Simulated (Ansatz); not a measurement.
# How much does W in Au(111), 2x2 scatter?

How strong a scatterer is W in Au(111), 2x2, and does relaxation matter?

Program: Ansatz 0.2.0. Level of theory: Ansatz plane-wave DFT, PBE, PAW files; ballistic transport by layer matching (Landauer), zero bias, in the first sound run; inputs show where later runs differ. Results are calculated unless marked as measured.

### 1. Set-up

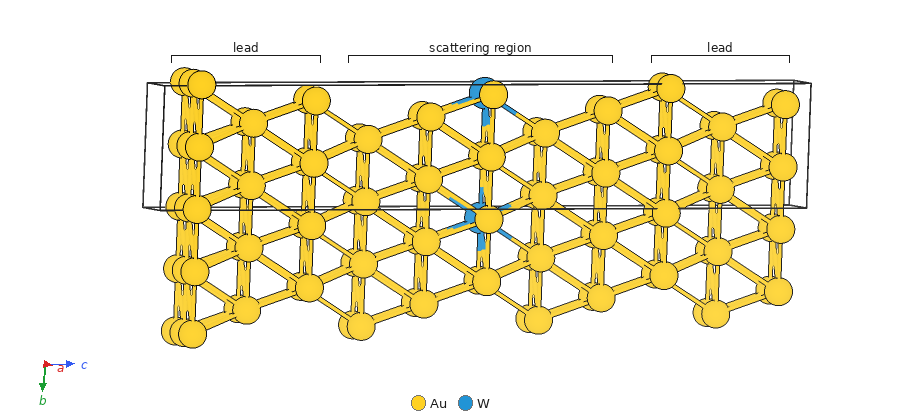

Start, viewed from the side, with the c axis across the page; gold yellow, tungsten blue. 1×2×1 cells are drawn. Some periodic images of atoms are drawn too.

The cell holds 44 atoms: 43 Au and 1 W. Its edges and angles: a = 5.768 Å, b = 5.768 Å, c = 25.954 Å, α = 86.8°, β = 93.2°, γ = 120.0°. It derives from Au. Regions: lead, 24 atoms (24 Au); scattering region, 20 atoms (19 Au and 1 W). The structure is stacked along c, and the current runs across the ab planes.

### 2. Transmission at ideal sites

The defect sits in one plane of the supercell, all atoms on ideal sites; the layers about the cell's end are the lead. The mesh across the current, 12×12, is finer than the density's, because channels open and close sharply across the zone. Energies from -0.1 to 0.1 eV in steps of 0.05 eV are too few for the program's thermal sum, so it prints no conductance; for a metal the transmission near the Fermi level serves, at a fraction of the cost.

input.yaml reads:

```yaml
crystal:
  lattice:
    - [5.7675164607, 0.0, 0.0]
    - [-2.8837582304, 4.9948157718, 0.0]
    - [-1.4418791152, 0.8324692953, 25.9003660885]
  atoms:
    - { symbol: Au, position: [0.0075757576, 0.9924242424, 0.0454545455] }
    - { symbol: Au, position: [0.0075757576, 0.4924242424, 0.0454545455] }
    - { symbol: Au, position: [0.5075757576, 0.9924242424, 0.0454545455] }
    - { symbol: Au, position: [0.5075757576, 0.4924242424, 0.0454545455] }
    - { symbol: Au, position: [0.1893939394, 0.3106060606, 0.1363636364] }
    - { symbol: Au, position: [0.1893939394, 0.8106060606, 0.1363636364] }
    - { symbol: Au, position: [0.6893939394, 0.3106060606, 0.1363636364] }
    - { symbol: Au, position: [0.6893939394, 0.8106060606, 0.1363636364] }
    - { symbol: Au, position: [0.3712121212, 0.1287878788, 0.2272727273] }
    - { symbol: Au, position: [0.3712121212, 0.6287878788, 0.2272727273] }
    - { symbol: Au, position: [0.8712121212, 0.1287878788, 0.2272727273] }
    - { symbol: Au, position: [0.8712121212, 0.6287878788, 0.2272727273] }
    - { symbol: Au, position: [0.053030303, 0.946969697, 0.3181818182] }
    - { symbol: Au, position: [0.053030303, 0.446969697, 0.3181818182] }
    - { symbol: Au, position: [0.553030303, 0.946969697, 0.3181818182] }
    - { symbol: Au, position: [0.553030303, 0.446969697, 0.3181818182] }
    - { symbol: Au, position: [0.2348484848, 0.2651515152, 0.4090909091] }
    - { symbol: Au, position: [0.2348484848, 0.7651515152, 0.4090909091] }
    - { symbol: Au, position: [0.7348484848, 0.2651515152, 0.4090909091] }
    - { symbol: Au, position: [0.7348484848, 0.7651515152, 0.4090909091] }
    - { symbol: W, position: [0.4166666667, 0.0833333333, 0.5] }
    - { symbol: Au, position: [0.4166666667, 0.5833333333, 0.5] }
    - { symbol: Au, position: [0.9166666667, 0.0833333333, 0.5] }
    - { symbol: Au, position: [0.9166666667, 0.5833333333, 0.5] }
    - { symbol: Au, position: [0.0984848485, 0.9015151515, 0.5909090909] }
    - { symbol: Au, position: [0.0984848485, 0.4015151515, 0.5909090909] }
    - { symbol: Au, position: [0.5984848485, 0.9015151515, 0.5909090909] }
    - { symbol: Au, position: [0.5984848485, 0.4015151515, 0.5909090909] }
    - { symbol: Au, position: [0.2803030303, 0.2196969697, 0.6818181818] }
    - { symbol: Au, position: [0.2803030303, 0.7196969697, 0.6818181818] }
    - { symbol: Au, position: [0.7803030303, 0.2196969697, 0.6818181818] }
    - { symbol: Au, position: [0.7803030303, 0.7196969697, 0.6818181818] }
    - { symbol: Au, position: [0.4621212121, 0.0378787879, 0.7727272727] }
    - { symbol: Au, position: [0.4621212121, 0.5378787879, 0.7727272727] }
    - { symbol: Au, position: [0.9621212121, 0.0378787879, 0.7727272727] }
    - { symbol: Au, position: [0.9621212121, 0.5378787879, 0.7727272727] }
    - { symbol: Au, position: [0.1439393939, 0.8560606061, 0.8636363636] }
    - { symbol: Au, position: [0.1439393939, 0.3560606061, 0.8636363636] }
    - { symbol: Au, position: [0.6439393939, 0.8560606061, 0.8636363636] }
    - { symbol: Au, position: [0.6439393939, 0.3560606061, 0.8636363636] }
    - { symbol: Au, position: [0.3257575758, 0.1742424242, 0.9545454545] }
    - { symbol: Au, position: [0.3257575758, 0.6742424242, 0.9545454545] }
    - { symbol: Au, position: [0.8257575758, 0.1742424242, 0.9545454545] }
    - { symbol: Au, position: [0.8257575758, 0.6742424242, 0.9545454545] }
kpoints:
  mp_grid: { grid: [5, 5, 1] }
hamiltonian:
  xc: pbe
scf:
  occupations: { method: fermi_dirac, width: 0.1 }
output:
  transmission: { leads: [[0, 4]], kmesh: [12, 12], e_range: [-0.1, 0.1], de: 0.05 }
  write_potential: true
  write_density: true
  volumetric_format: npy
  elf: true
```

Run with:

```
> ansatz run input.yaml --threads 8 --pin off --max-ram 15360MiB --backend cpu --events-out ev --progress --plain --runs-dir out
```

Numbers of over 12 decimals in the logs are rounded to 6 here.

Log:

```text
Engine: ansatz 0.2.0, aarch64-unknown-linux-gnu
Pseudopotentials: kind: paw
Pseudopotential: Au, paw, valence charge 19, recommended cutoff 420 eV (normal), Au.paw.azcp
Pseudopotential: W, paw, valence charge 14, recommended cutoff 420 eV (normal), W.paw.azcp
Functional definition: PBE
  parameter kappa = 0.804
  parameter beta = 0.066725
  exchange = pbe_x(kappa = kappa, mu = beta*pi^2/3)
  correlation = pbe_c(beta = beta)
Crystal: 44 atoms, lattice volume = 746.130 Å³
Basis set: ecut = 420 eV, 14649 PW (Γ)
Bands: 499, of which v1, the nominal top of the filled ones, is band 416 counted from 1 (415 counted from 0)
Symmetry: 4 space group operations
Space group: C2/m (ITA 12), of the structure as read, at distance tolerance 9.1e-5 Å
k-points: 9 of 25
Non-local potential: Au, projectors of the file, l = 0: 3, l = 1: 2, l = 2: 2, l = 3: 1
Non-local potential: W, projectors of the file, l = 0: 3, l = 1: 2, l = 2: 2, l = 3: 1
PAW form: soft (Blöchl's): semilocal exchange-correlation on the pseudo side does not see the compensation charge
PAW one-centre angular grid: Au, 590 points (default); XC on 64 Gauss nodes
PAW one-centre angular grid: W, 590 points (default); XC on 64 Gauss nodes
Initial density: superposition of atomic densities (neutral atoms: chi_scale 0, normalization atom), corrected by the library's trained network
Initial wavefunctions: pseudopotential atomic-orbital guess
Functional: x = pbe(κ = 0.804, μ = 0.219515), c = pbe(β = 0.066725)
SCF iter   1: F=—  HF=-575802.276000 eV  |F-HF|=—  |Δ(HF+E_count)|=         —  Δρ=5.94e-3  dr2=8.07e0  ethr=1.77e-3  ⟨swp⟩=4.7  Hψ=13646  notcnv=0  defer=262
preconditioner: auto → Kerker (q_TF=auto, 2.778 Å⁻¹)  [metal: Δε(μ)=0.013 eV  Ē_g=10.278 eV  σ=0.100 eV  W_gap=0.03  n_scr=292 (ndim 8)  ℏωp=29.8 eV  f_vac=0.000  D(μ)=21.57/eV (n_scr^D=148)]
SCF iter   2: F=—  HF=-575802.264801 eV  |F-HF|=—  |Δ(HF+E_count)|=   1.12e-2  Δρ=3.13e-3  dr2=3.29e0  ethr=9.71e-4  ⟨swp⟩=1.0  Hψ=5166  notcnv=0  defer=376
SCF iter   3: F=—  HF=-575802.240487 eV  |F-HF|=—  |Δ(HF+E_count)|=   2.43e-2  Δρ=6.47e-4  dr2=2.60e-1  ethr=3.96e-4  ⟨swp⟩=1.0  Hψ=3964  notcnv=0  defer=376
SCF iter   4: F=—  HF=-575802.235383 eV  |F-HF|=—  |Δ(HF+E_count)|=   5.10e-3  Δρ=3.10e-4  dr2=2.08e-2  ethr=3.13e-5  ⟨swp⟩=1.0  Hψ=3964  notcnv=0  defer=376
SCF iter   5: F=—  HF=-575802.234804 eV  |F-HF|=—  |Δ(HF+E_count)|=   5.79e-4  Δρ=8.84e-5  dr2=3.59e-4  ethr=2.50e-6  ⟨swp⟩=1.2  Hψ=3969  notcnv=0  defer=376
SCF iter   6: F=—  HF=-575802.234756 eV  |F-HF|=—  |Δ(HF+E_count)|=   4.83e-5  Δρ=2.38e-5  dr2=3.02e-5  ethr=4.32e-8  ⟨swp⟩=2.0  Hψ=5265  notcnv=0  defer=376
SCF iter   7: F=—  HF=-575802.235724 eV  |F-HF|=—  |Δ(HF+E_count)|=   9.68e-4  Δρ=7.36e-6  dr2=6.03e-6  ethr=3.64e-9  ⟨swp⟩=1.1  Hψ=4492  notcnv=0  defer=391
SCF iter   8: F=—  HF=-575802.235723 eV  |F-HF|=—  |Δ(HF+E_count)|=   2.70e-7  Δρ=2.69e-6  dr2=1.22e-6  ethr=7.26e-10  ⟨swp⟩=1.6  Hψ=3977  notcnv=0  defer=391
SCF iter   9: F=-575802.235723 eV  HF=-575802.235723 eV  |F-HF|=6.80e-8  |Δ(HF+E_count)|=   3.49e-8  Δρ=9.07e-7  dr2=7.17e-8  ethr=1.20e-11  ⟨swp⟩=9.7  Hψ=19240  notcnv=0
SCF 1 converged in 9 iterations: F = -575802.235723 eV  dr2 = 7.17e-8
  greatest PAW one-centre occupation: 1.000 electrons in one spin orbital (limit 2), on the Au atom at site 22 (counted from 0), in its partial waves of l = 0
transmission: 177 of 1720 steps passed
transmission: 345 of 1720 steps passed
[...]
transmission: 1720 of 1720 steps passed
SCF converged after 9 iterations
Free energy (F): -575802.235723 eV
Harris-Foulkes:  -575802.235723 eV  (|F-HF|=6.80e-8)
Internal energy: -575801.546254 eV  (E = F + TS)
E sigma→0 (E₀):  -575801.890989 eV
Entropy (-TS):   -0.689469 eV (-15.670 meV/atom)
Fermi energy:    20.812793 eV
--- Per-component energies (eV) ---
  E_band       = -8902.584454
  E_kinetic    = 26472.175039
  E_local      = -74070.020756  (includes V_loc(G=0)·N_el)
  E_nonlocal   = 3188.664947
  E_hartree    = 31630.243602
  E_xc         = -10082.215049
  E_vxc        = -12089.511128  (∫ρ·V_xc dr)
  E_paw        = -425947.967763  (= ΣΔE_a)
  E_vpaw       = -15664.438930  (= ΣTr[D̂ρ^β])
  E_aug_tail   = 0.063798  (compensation charges beyond the density's cutoff)
  E_ewald      = -126992.490072
  E_smearing   = -0.689469  (= −TS)
  E_closure    = -0.000000  (closes the sum)
  Σ components = -575802.235723   (vs F -575802.235723, Δ=0.00e0)
--- Band table (eV; the first three rows and the last of 9) ---
  k-point 0: bands = [... 412 lower, 21.0109, 21.1546, 21.2166, 21.2337, 21.4396, 21.5601, 21.5740, 21.6892, ... 79 higher]
  k-point 1: bands = [... 412 lower, 20.6045, 20.7035, 20.7649, 20.7971, 20.8555, 20.9165, 20.9669, 21.0758, ... 79 higher]
  k-point 2: bands = [... 412 lower, 20.5734, 20.6374, 20.6529, 20.7151, 20.8215, 20.8817, 20.9372, 21.1918, ... 79 higher]
  k-point 8: bands = [... 412 lower, 20.5843, 20.6020, 20.6466, 20.6688, 20.7385, 20.9834, 20.9875, 21.0157, ... 79 higher]
--- Transmission ---
  basis      : 253 plane waves across, 40 finite elements along
  points     : 43, standing for a mesh of 12 x 12
  energies   : 5 from -0.100000 to 0.100000 eV about the Fermi level, 0.050000 eV apart; the leads are filled to 0.000000 eV, and channels, transmission and decay are at 0.000000 eV
  crystal 0  : Au4, at the sites [0, 4], period 2.3546 Å, over 23.55 Å; its Hamiltonian steps by up to 9.7 meV
    offset         : up to 0.0000 Å between an atom of the period and one for which it stands
    channels       : 3.187500e0 a spin
    conductance    : none, the energies end too early or step too widely for 300 K: set another output.transmission.e_range or a lower de, or, where they end at an eighth of basis.ecutwfc, a higher one
  junction   : crystal 0 to crystal 0, 0.70 to 24.24 Å
    transmission   : 1.185201e0 a spin
    conductance    : none, the energies end too early or step too widely for 300 K: set another output.transmission.e_range or a lower de, or, where they end at an eighth of basis.ecutwfc, a higher one
```

Run time: 6 min. Hardware: 8 threads of Arm Neoverse V1, shared host; peak memory 11 GiB; 39 min of CPU time.

This run has no spin polarisation although its electron count is odd.

Numbers from this step:

| Property | Result |
| --- | --- |
| free energy | -575802.2357 eV |
| energy at zero smearing | -575801.8910 eV |
| Fermi energy | 20.81 eV |
| cell area | 28.81 Å² |
| transmission per spin nearest the Fermi level | 1.185 |
| open channels per spin nearest the Fermi level | 3.188 |
| step of the lead's potential | 9.7 meV |

Per spin. Transmission, zone mean against energy, zero at the Fermi level:

| energy (eV) | transmission, zone mean |
| --- | --- |
| -0.1000 | 1.23 |
| -0.0500 | 1.23 |
| 0.0000 | 1.19 |
| 0.0500 | 1.11 |
| 0.1000 | 1.06 |

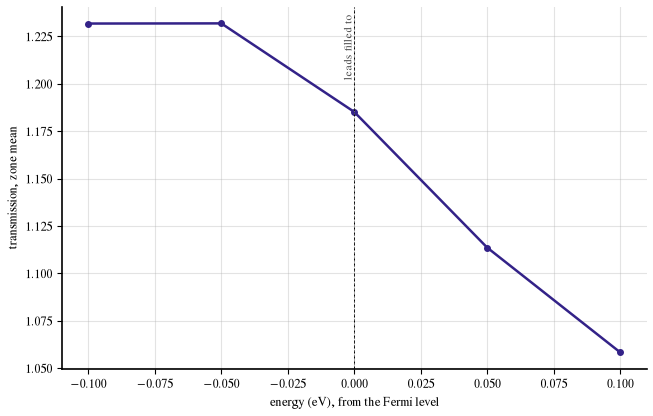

Transmission, zone mean against energy.

Per spin. Open channels, zone mean, lead against energy, zero at the Fermi level:

```
energy (eV)  open channels, zone mean, lead
    -0.1000                            3.19
    -0.0500                            3.19
     0.0000                            3.19
     0.0500                            3.19
     0.1000                            3.15
```

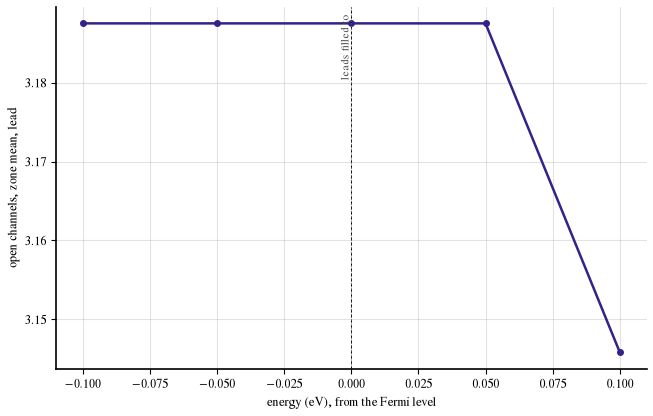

Open channels, zone mean, lead against energy.

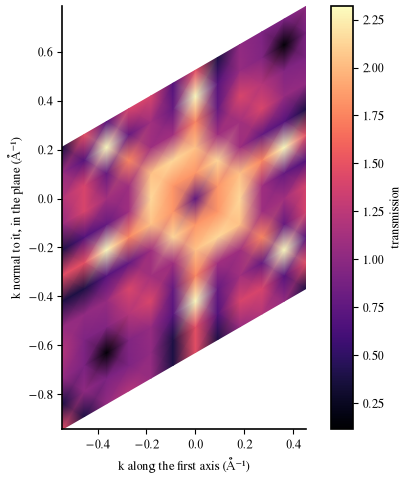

Transmission over k1 and k2. At 0.0000 eV from the Fermi level.

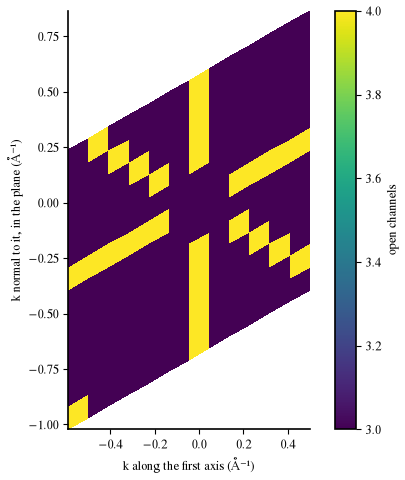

Open channels over k1 and k2. At 0.0000 eV from the Fermi level.

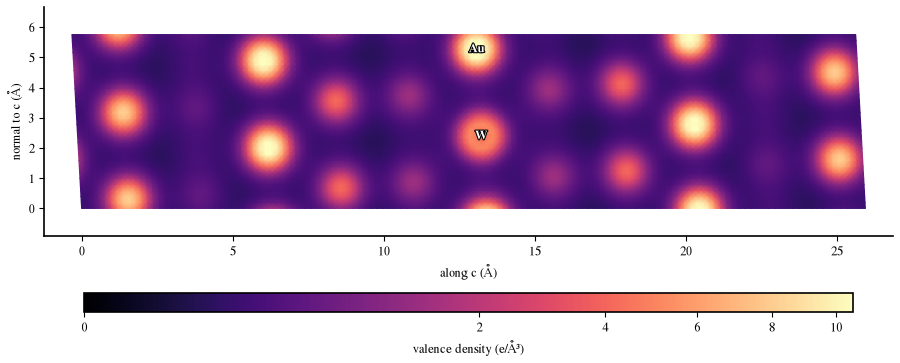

Valence density in the ca plane at fractional y = 0.083, with atoms of W and Au within 0.2 Å of it. It is the smooth field of the valence electrons, not physical close to the nuclei. The colour scale is stretched toward low values.

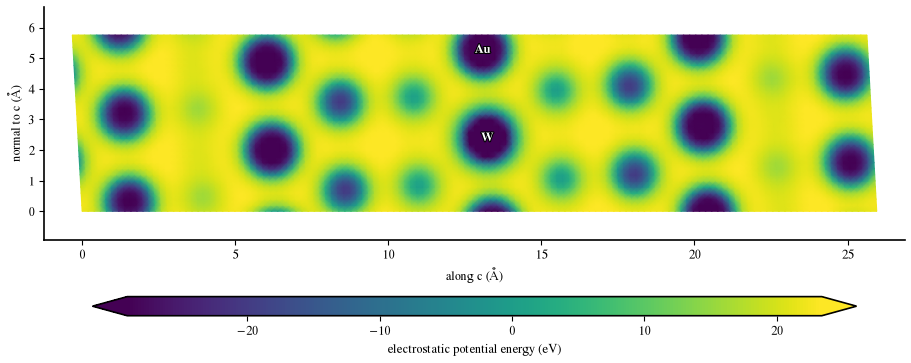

Electrostatic potential energy in the ca plane at fractional y = 0.083, with atoms of W and Au within 0.2 Å of it. With pseudopotentials it is smooth inside the atoms' cores, unlike the true potential.

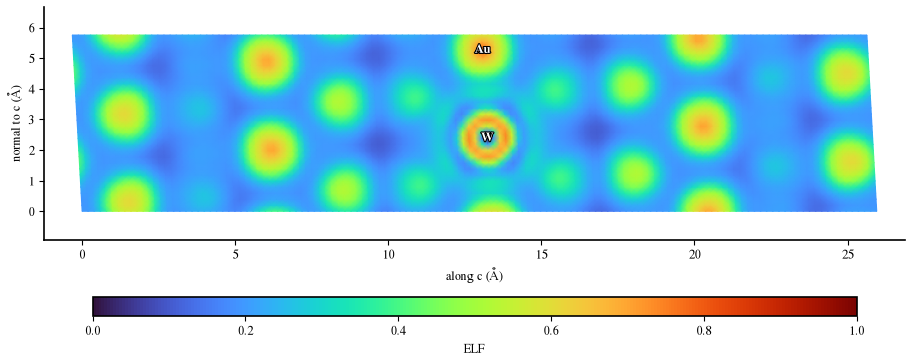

ELF in the ca plane at fractional y = 0.083, with atoms of W and Au within 0.2 Å of it. It is the smooth field of the valence electrons, not physical close to the nuclei.

Over the solved energies the transmission per spin lies between 1.06 and 1.23, out of 3.18 channels of the lead on average (up to 3.19).

### 3. Resistance at ideal sites

This step: Ansatz plane-wave DFT, PBE, PAW files; ballistic transport by layer matching (Landauer), zero bias; area resistance of the defect plane and resistivity an atomic per cent (Ansatz 0.2.0).

This step gave:

| Item | Value |
| --- | --- |
| area resistance | 1.993 fΩ m² |
| T over the leads' mean channel count | 0.3692 |
| resistivity per at.% scaled from this dense plane, with the factor 3/4 for isotropic scattering | 25.39 µΩ cm |

Averaged over the energies near the Fermi level, 36.9 % of the channels pass, which makes 1.99 fΩ m².

By hand, with T and the leads' channels N averaged over the energies near the Fermi level: RA = A (h/2e²)(1/T − 1/N) = 28.81×10⁻²⁰ m² × 12 906 Ω × (1/1.177 − 1/3.188) = 1.99 fΩ m². Per atomic per cent: RA × A / V_atom × 0.01 × 3/4 = 25.4 µΩ cm, with the host's V_atom = 16.96 Å³.

[end of part 1 of 3]

[Logs are printed without paths, hosts, clocks, repeated set-up lines and the standing remarks that a program may print on its own settings, such as how far it seeks lower states.]

[Hosts, paths, dates, database ids (printed as entryN), source tags and the programs' standing remarks are cut or masked in the printed files.]
